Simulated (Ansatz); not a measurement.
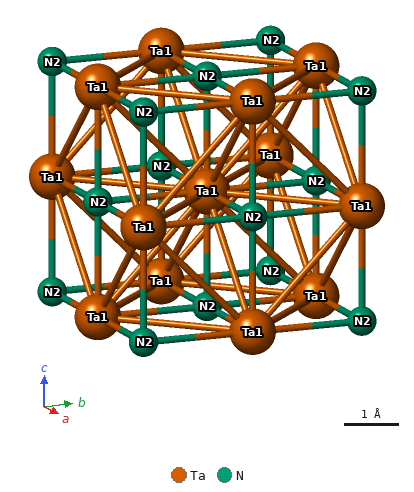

Figure 1. The starting structure (ball-and-stick view of the cell 4 times as large as that of the calculation, set on its symmetry axes, seen slightly off an axis; atoms are numbered from 1 in the order of the input). An atom can appear more than once, as a periodic image.

Geometry relaxation of TaN

The run: geometry relaxation of TaN (Fm-3m, 2 atoms in the cell). Method and program: DFT r2SCAN, scalar-relativistic, plane waves, PAW, no spin polarisation (Ansatz 0.2.0).

The structure derives from an entry of the Crystallography Open Database. Figures and captions count atoms from 1; the log counts them from 0 in places.

## The input
```yaml
crystal:
  lattice:
    - [0.0, 2.1989133438, 2.1989133438]
    - [2.1989133438, 0.0, 2.1989133438]
    - [2.1989133438, 2.1989133438, 0.0]
  atoms:
    - { symbol: Ta, position: [0.5, 0.5, 0.5] }
    - { symbol: "N", position: [0.0, 0.0, 0.0] }
basis:
  ecutwfc: 500
kpoints:
  mp_grid: { grid: [16, 16, 16] }
hamiltonian:
  xc: r2scan
scf:
  occupations: { method: gaussian, width: 0.1 }
output:
  forces: true
  stress: true
  eigenvalues: true
relax:
  adjacent_minimum: "off"
  f_tol: 0.005
  max_steps: 80
  cell: { stress_tol: 0.05 }
```

Machine: 2 threads of Oxide Virtual Turin-like (Zen 5), 32 GiB of memory available, shared host.

Launch command:
```bash
ansatz run input.yaml --threads 2 --pin off --max-ram 5120MiB --backend cpu --events-out ev --progress --plain --runs-dir out
```

## Output
```
Engine: ansatz 0.2.0, x86_64-unknown-linux-gnu
Pseudopotentials: kind: paw
Pseudopotential: Ta, paw, valence charge 13, recommended cutoff 500 eV (meta_gga), Ta.paw.azcp
Pseudopotential: N, paw, valence charge 5, recommended cutoff 500 eV (meta_gga), N.paw.azcp
Functional definition: r2SCAN
  parameter k0 = 0.174
  parameter k1 = 0.065
  parameter a1 = 4.9479
  exchange = r2scan_x(k0 = k0, k1 = k1, a1 = a1)
  correlation = r2scan_c
Crystal: 2 atoms, lattice volume = 21.264 Å³
Basis set: ecut = 500 eV, 537 PW (Γ), exchange–correlation on 96×96×96 points (64 copies of the dense FFT grid, shifted against one another)
Bands: 13, of which v1, the nominal top of the filled ones, is band 9 counted from 1 (8 counted from 0)
Symmetry: 48 space group operations
Space group: Fm-3m (ITA 225), of the structure as read, at distance tolerance 2.8e-5 Å
k-points: 145 of 4096
Non-local potential: Ta, projectors of the file, l = 0: 3, l = 1: 2, l = 2: 2, l = 3: 1
Non-local potential: N, projectors of the file, l = 0: 2, l = 1: 2, l = 2: 1
PAW form: soft (Blöchl's): semilocal exchange-correlation on the pseudo side does not see the compensation charge
PAW frozen core: Ta, regenerated for the run's functional (the file was generated under x = pbe(κ = 0.804, μ = 0.2195149727645171), c = pbe(β = 0.06672455060314922))
PAW frozen core: N, regenerated for the run's functional (the file was generated under x = pbe(κ = 0.804, μ = 0.2195149727645171), c = pbe(β = 0.06672455060314922))
PAW one-centre angular grid: Ta, 590 points (default); XC on 160 Gauss nodes
PAW one-centre angular grid: N, 302 points (default); XC on 160 Gauss nodes
Initial density: superposition of atomic densities (neutral atoms: chi_scale 0, normalization atom), corrected by the library's trained network
Initial wavefunctions: pseudopotential atomic-orbital guess
Functional: x = r2scan, c = r2scan; τ floored in thin density (d = 2e-4 eV/Å³)
SCF iter   1: F=—  HF=-10330.981836 eV  |F-HF|=—  |Δ(HF+E_count)|=         —  Δρ=7.36e-3  dr2=3.75e-3  dr2_τ=1.33e-1  ethr=1.77e-3  ⟨swp⟩=5.8  Hψ=23627  notcnv=0  defer=36
automatic band count: the SCF goes on with 17 bands, as 13 were too few: the levels above may hold too much charge
preconditioner: auto → none  [metal: Δε(μ)=0.011 eV  Ē_g=16.432 eV  σ=0.100 eV  W_gap=0.06  n_scr=8 (ndim 8)  ℏωp=25.5 eV  f_vac=0.000  D(μ)=1.11/eV (n_scr^D=14)  sad-step TF]
SCF iter   2: F=—  HF=-10331.053183 eV  |F-HF|=—  |Δ(HF+E_count)|=   7.13e-2  Δρ=6.24e-3  dr2=5.33e-3  dr2_τ=3.02e-4  ethr=2.08e-5  ⟨swp⟩=2.0  Hψ=5577  notcnv=0  defer=369
SCF iter   3: F=—  HF=-10331.053626 eV  |F-HF|=—  |Δ(HF+E_count)|=   4.43e-4  Δρ=3.77e-3  dr2=1.07e-3  dr2_τ=2.88e-4  ethr=2.08e-5  ⟨swp⟩=2.0  Hψ=2761  notcnv=0  defer=369
SCF iter   4: F=—  HF=-10331.054290 eV  |F-HF|=—  |Δ(HF+E_count)|=   6.64e-4  Δρ=2.40e-3  dr2=1.30e-3  dr2_τ=9.22e-5  ethr=5.92e-6  ⟨swp⟩=2.2  Hψ=3079  notcnv=0  defer=369
SCF iter   5: F=—  HF=-10331.053997 eV  |F-HF|=—  |Δ(HF+E_count)|=   2.92e-4  Δρ=2.99e-4  dr2=1.96e-5  dr2_τ=9.65e-7  ethr=5.92e-6  ⟨swp⟩=2.0  Hψ=2709  notcnv=0  defer=369
SCF iter   6: F=—  HF=-10331.054000 eV  |F-HF|=—  |Δ(HF+E_count)|=   2.66e-6  Δρ=1.25e-4  dr2=3.77e-6  dr2_τ=1.77e-7  ethr=1.09e-7  ⟨swp⟩=2.2  Hψ=2788  notcnv=0  defer=369
SCF iter   7: F=—  HF=-10331.054000 eV  |F-HF|=—  |Δ(HF+E_count)|=   5.58e-8  Δρ=5.05e-5  dr2=6.08e-7  dr2_τ=3.12e-8  ethr=2.10e-8  ⟨swp⟩=2.1  Hψ=2722  notcnv=0  defer=369
SCF iter   8: F=-10331.054000 eV  HF=-10331.054000 eV  |F-HF|=4.21e-8  |Δ(HF+E_count)|=   1.29e-8  Δρ=1.97e-5  dr2=8.71e-8  dr2_τ=4.72e-9  ethr=5.56e-10  ⟨swp⟩=7.4  Hψ=11269  notcnv=0
SCF 1 converged in 8 iterations: F = -10331.054000 eV  dr2 = 8.71e-8
  greatest PAW one-centre occupation: 0.998 electrons in one spin orbital (limit 2), on the Ta atom at site 0 (counted from 0), in its partial waves of l = 0
relax step   1: F+E_penalty+E_count = -10331.05400003 eV  Δ(F+E_penalty+E_count) = +0.000e0 eV  max|allowed force component| = 1.874e-29 eV/Å  Δτ_max = 0.0000 Å  P = -0.312 GPa  Ω = 21.264 Å³  (8 SCF iters, dr2 threshold 1.00e-7 eV, accepted)
Crystal: 2 atoms, lattice volume = 21.237 Å³
Bands: 17, of which v1, the nominal top of the filled ones, is band 9 counted from 1 (8 counted from 0)
Initial density: handed on by an earlier stage of this run
Initial wavefunctions: those handed on with the density
iter 1 solved again at ethr=2.35e-8 eV; its pass at ethr=3.10e-3 eV (dr2=4.23e-6 eV) is discarded
SCF iter   1: F=—  HF=-10331.053990 eV  |F-HF|=—  |Δ(HF+E_count)|=         —  Δρ=1.39e-4  dr2=3.77e-6  dr2_τ=2.82e-5  ethr=2.35e-8  ⟨swp⟩=2.0  Hψ=13296  notcnv=0
preconditioner: auto → none  [metal: Δε(μ)=0.015 eV  Ē_g=16.411 eV  σ=0.100 eV  W_gap=0.09  n_scr=8 (ndim 8)  ℏωp=25.5 eV  f_vac=0.000  D(μ)=1.10/eV (n_scr^D=14)]
SCF iter   2: F=—  HF=-10331.054030 eV  |F-HF|=—  |Δ(HF+E_count)|=   4.04e-5  Δρ=5.05e-5  dr2=3.88e-7  dr2_τ=1.32e-7  ethr=2.09e-8  ⟨swp⟩=2.0  Hψ=3615  notcnv=0
SCF iter   3: F=-10331.054030 eV  HF=-10331.054030 eV  |F-HF|=4.57e-8  |Δ(HF+E_count)|=   1.55e-7  Δρ=2.00e-5  dr2=4.71e-8  dr2_τ=1.34e-8  ethr=1.11e-9  ⟨swp⟩=5.8  Hψ=10624  notcnv=0
SCF 2 converged in 3 iterations: F = -10331.054030 eV  dr2 = 4.71e-8
relax step   2: F+E_penalty+E_count = -10331.05403012 eV  Δ(F+E_penalty+E_count) = -3.009e-5 eV  max|allowed force component| = 9.269e-30 eV/Å  Δτ_max = 0.0000 Å  P = +0.140 GPa  Ω = 21.237 Å³  energy of the carried Pulay correction = +1.527e-5 eV  (3 SCF iters, dr2 threshold 2.00e-7 eV, accepted)
Crystal: 2 atoms, lattice volume = 21.246 Å³
iter 1 solved again at ethr=1.19e-9 eV; its pass at ethr=3.10e-3 eV (dr2=2.14e-7 eV) is discarded
SCF iter   1: F=—  HF=-10331.054026 eV  |F-HF|=—  |Δ(HF+E_count)|=         —  Δρ=3.89e-5  dr2=1.88e-7  dr2_τ=2.68e-6  ethr=1.19e-9  ⟨swp⟩=2.0  Hψ=13289  notcnv=0
preconditioner: auto → none  [metal: Δε(μ)=0.015 eV  Ē_g=16.404 eV  σ=0.100 eV  W_gap=0.09  n_scr=8 (ndim 8)  ℏωp=25.5 eV  f_vac=0.000  D(μ)=1.10/eV (n_scr^D=14)]
SCF iter   2: F=-10331.054029 eV  HF=-10331.054029 eV  |F-HF|=1.28e-8  |Δ(HF+E_count)|=   3.29e-6  Δρ=1.19e-5  dr2=2.27e-8  dr2_τ=3.99e-9  ethr=2.71e-10  ⟨swp⟩=3.6  Hψ=9971  notcnv=0
SCF 3 converged in 2 iterations: F = -10331.054029 eV  dr2 = 2.27e-8
relax step   3: F+E_penalty+E_count = -10331.05402895 eV  Δ(F+E_penalty+E_count) = +1.167e-6 eV  max|allowed force component| = 6.344e-30 eV/Å  Δτ_max = 0.0000 Å  P = -0.002 GPa  Ω = 21.246 Å³  energy of the carried Pulay correction = +1.055e-5 eV  (2 SCF iters, dr2 threshold 4.87e-8 eV, accepted)
Initial wavefunctions: pseudopotential atomic-orbital guess (no wavefunctions were taken with the density)
iter 1 solved again at ethr=3.93e-9 eV; its pass at ethr=3.10e-3 eV (dr2=7.07e-7 eV) is discarded
SCF iter   1: F=—  HF=-10331.054016 eV  |F-HF|=—  |Δ(HF+E_count)|=         —  Δρ=1.24e-5  dr2=2.25e-8  dr2_τ=6.20e-9  ethr=3.93e-9  ⟨swp⟩=3.2  Hψ=19852  notcnv=0
SCF iter   2: F=—  HF=-10331.054016 eV  |F-HF|=—  |Δ(HF+E_count)|=   1.83e-8  Δρ=3.83e-6  dr2=2.57e-9  dr2_τ=7.49e-10  ethr=1.25e-10  ⟨swp⟩=2.4  Hψ=3305  notcnv=0
SCF iter   3: F=—  HF=-10331.054016 eV  |F-HF|=—  |Δ(HF+E_count)|=  1.24e-10  Δρ=2.42e-6  dr2=9.68e-10  dr2_τ=2.53e-10  ethr=1.43e-11  ⟨swp⟩=2.6  Hψ=3533  notcnv=0
SCF iter   4: F=-10331.054016 eV  HF=-10331.054016 eV  |F-HF|=5.46e-11  |Δ(HF+E_count)|=  1.00e-10  Δρ=5.70e-7  dr2=1.71e-11  dr2_τ=4.29e-12  ethr=1.00e-12  ⟨swp⟩=5.1  Hψ=10731  notcnv=0
SCF 4 converged in 4 iterations: F = -10331.054016 eV  dr2 = 1.71e-11
relax step   4: F+E_penalty+E_count = -10331.05401595 eV  Δ(F+E_penalty+E_count) = +1.301e-5 eV  max|allowed force component| = 1.026e-29 eV/Å  Δτ_max = 0.0000 Å  P = -0.002 GPa  Ω = 21.246 Å³  stress off target by 1.58e-3 GPa  SCF on the basis re-selected at this cell (its energy is not comparable with the rows above)  (4 SCF iters)
```

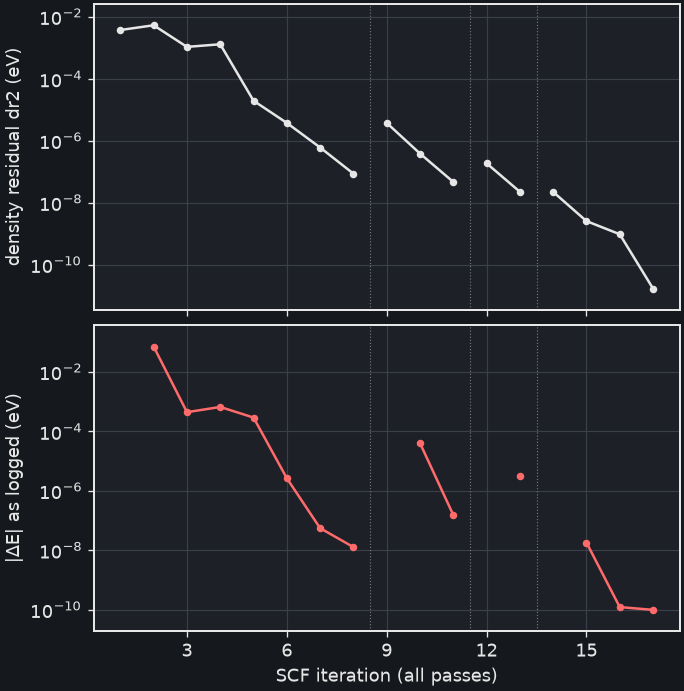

Figure 2. Convergence of the self-consistent field: density residual dr2 and size of the energy change against the SCF iteration. The dotted lines part the SCF passes of the relaxation: geometry steps, rejected trials and re-solves on a re-selected basis. The passes take 8, 3, 2 and 4 iterations.

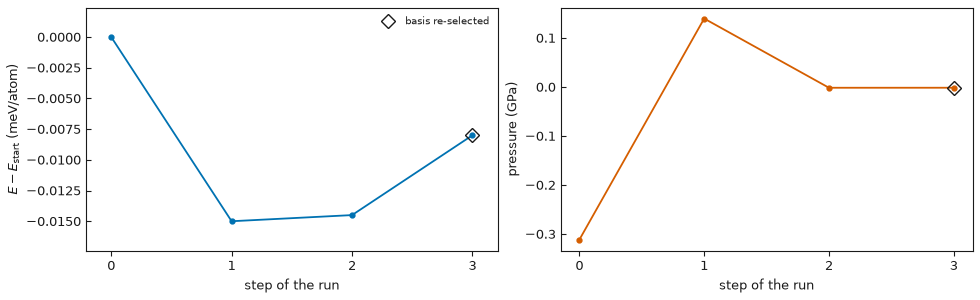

Figure 3. Progress of the relaxation, step by step (the first geometry is step 0 here and step 1 in the log). The energy falls by next to nothing (0.0 meV per atom) in 2 geometry steps. All forces vanish by symmetry, so only the cell relaxes. Pressure: −0.31 GPa at the start and 0.00 GPa at the end. No atom moves by more than 0.005 Å relative to the cell. The volume changes by −0.1 %, with a = b = c 4.398 → 4.397 Å (0.0 %). The space group stays Fm-3m (No. 225). A last SCF at the same geometry on a re-selected plane-wave basis shifts the energy by +0.0 meV per atom.

```
basis re-selected at this cell: Δ(F+E_penalty+E_count) = +1.301e-5 eV, ΔP = +0.000 GPa vs the last step (what re-selecting the basis moved, of the pressure what is left beyond the Pulay correction that the steps carried, after the strain that the cell walked since its last selection, with what the two solves' SCF thresholds leave and, on support functions, any second-order correction that the steps lacked; it is no measure of the basis error at this ecutwfc). This SCF's stress stands 1.58e-3 GPa from its target on what of the cell is left free (relax.cell.stress_tol is 5.00e-2 GPa) and its largest allowed force component is 1.03e-29 eV/Å (relax.f_tol is 5.00e-3 eV/Å): within both
SCF converged after 4 iterations
Free energy (F): -10331.054016 eV
Harris-Foulkes:  -10331.054016 eV  (|F-HF|=5.46e-11)
Internal energy: -10331.048521 eV  (E = F + TS)
E sigma→0 (E₀):  -10331.051268 eV
Entropy (-TS):   -0.005495 eV (-2.748 meV/atom)
Fermi energy:    21.786388 eV
--- Per-component energies (eV) ---
  E_band       = -59.626946
  E_kinetic    = 503.132282
  E_local      = -583.754017  (includes V_loc(G=0)·N_el)
  E_nonlocal   = 59.704375
  E_hartree    = 197.381142
  E_xc         = -265.837029
  E_vxc        = -308.759065  (∫ρ·V_xc dr)
  E_paw        = -8552.299167  (= ΣΔE_a)
  E_vpaw       = -140.672381  (= ΣTr[D̂ρ^β])
  E_aug_tail   = 0.000083  (compensation charges beyond the density's cutoff)
  E_vtau       = 15.959519  (kinetic-family band-sum trace: ∫τ·v_τ [+ j·A + Jᵃ·Aᵃ] dr)
  E_ewald      = -1688.590344
  E_core_change = -0.785845  (= ΣΔE_core)
  E_smearing   = -0.005495  (= −TS)
  E_closure    = 0.000000  (closes the sum)
  Σ components = -10331.054016   (vs F -10331.054016, Δ=0.00e0)
--- Forces (eV/Å), atoms counted from 1 ---
  atom   1  Ta     0.00000000    -0.00000000     0.00000000
  atom   2  N     -0.00000000     0.00000000     0.00000000
  max |Σ_I F_I| component: 1.74e-29 eV/Å
--- Stress (GPa, compression-positive) ---
       -0.001577      -0.000000      -0.000000
       -0.000000      -0.001577      -0.000000
       -0.000000      -0.000000      -0.001577
  P = ⅓ Tr σ = -0.0016 GPa (-0.016 kbar)
--- Band table (eV; the first three rows and the last of 145) ---
  k-point 0: bands = ["-49.6928", "-15.2812", "-15.2812", "-15.2812", "1.7974", "17.6393", "17.6393", "17.6393", "19.6337", "19.6337", "19.6337", "21.9699", "21.9699", "23.5552", "31.4820", "46.4043", "46.4043"]
  k-point 1: bands = ["-49.6905", "-15.3176", "-15.2844", "-15.2844", "1.8922", "17.1357", "17.3078", "17.3078", "19.7922", "19.7922", "19.8525", "22.3580", "22.3580", "23.8539", "31.7787", "45.0506", "45.7527"]
  k-point 2: bands = ["-49.6840", "-15.4197", "-15.2933", "-15.2933", "2.1661", "16.0833", "16.6015", "16.6015", "20.1705", "20.1705", "20.1991", "23.3195", "23.3195", "24.6215", "32.5986", "42.8650", "44.1749"]
  k-point 144: bands = ["-49.6124", "-15.8003", "-15.8003", "-15.6000", "3.6697", "13.9486", "14.6023", "14.6023", "21.5840", "21.5840", "25.3695", "26.0160", "26.6350", "32.4606", "34.2586", "34.2586", "37.7444"]
--- Relaxed structure (3 steps of the walk, 3 accepted, 1 SCFs on fresh bases) ---
  F+E_penalty+E_count = -10331.05401595 eV   max|allowed force component| = 1.026e-29 eV/Å   (the final SCF, on the basis selected at the relaxed cell)
  cell:  # Å, volume = 21.2457 Å³
    - [-6.751367943586656e-34, 2.1982663151468786, 2.1982663151468786]
    - [2.1982663151468786, -4.0762976263164716e-34, 2.1982663151468786]
    - [2.1982663151468786, 2.1982663151468786, -7.770442350165774e-34]
  atoms:
    - { symbol: Ta, position: [0.5, 0.5, 0.5] }
    - { symbol: N, position: [-9.622433904928766e-38, 5.34579661367126e-38, 2.0314027133199596e-37] }
```

## Trajectory as extended XYZ (Å, eV, eV/Å), 4 frames, from step=1 to step=4
```
2
Lattice="0.0000 2.1989 2.1989 2.1989 0.0000 2.1989 2.1989 2.1989 0.0000" Properties=species:S:1:pos:R:3:forces:R:3 step=1 energy=-10331.05400 pressure_GPa=-0.31
Ta    2.1989    2.1989    2.1989    0.0000   0.0000   0.0000
N     0.0000    0.0000    0.0000    0.0000   0.0000   0.0000
2
Lattice="0.0000 2.1980 2.1980 2.1980 0.0000 2.1980 2.1980 2.1980 0.0000" Properties=species:S:1:pos:R:3:forces:R:3 step=2 energy=-10331.05403 pressure_GPa=0.14
Ta    2.1980    2.1980    2.1980    0.0000   0.0000   0.0000
N     0.0000    0.0000    0.0000    0.0000   0.0000   0.0000
2
Lattice="0.0000 2.1983 2.1983 2.1983 0.0000 2.1983 2.1983 2.1983 0.0000" Properties=species:S:1:pos:R:3:forces:R:3 step=3 energy=-10331.05403 pressure_GPa=-0.00
Ta    2.1983    2.1983    2.1983    0.0000   0.0000   0.0000
N     0.0000    0.0000    0.0000    0.0000   0.0000   0.0000
2
Lattice="0.0000 2.1983 2.1983 2.1983 0.0000 2.1983 2.1983 2.1983 0.0000" Properties=species:S:1:pos:R:3:forces:R:3 step=4 energy=-10331.05402 pressure_GPa=-0.00
Ta    2.1983    2.1983    2.1983    0.0000   0.0000   0.0000
N     0.0000    0.0000    0.0000    0.0000   0.0000   0.0000
```

## Results in brief

| quantity | value |
| --- | --- |
| outcome | converged |
| space group (tolerance 0.01 Å) | Fm-3m (225) |
| electrons treated | 18 |
| free energy | −10331.0540 eV |
| Fermi energy | 21.786 eV |
| gap on the k-point mesh | none (metallic) |
| pressure | 0.00 GPa |
| final volume | 21.25 Å³ |
| largest force (length of the vector) at the end | under 0.001 eV/Å |
| final cell | a = 3.109 Å, b = 3.109 Å, c = 3.109 Å, α = 60.00°, β = 60.00°, γ = 60.00° |
| wall time | 12 s (CPU time 22 s) |
| peak memory | 0.47 GiB |

## Remarks

Spin–orbit coupling is left out, which matters for Ta.
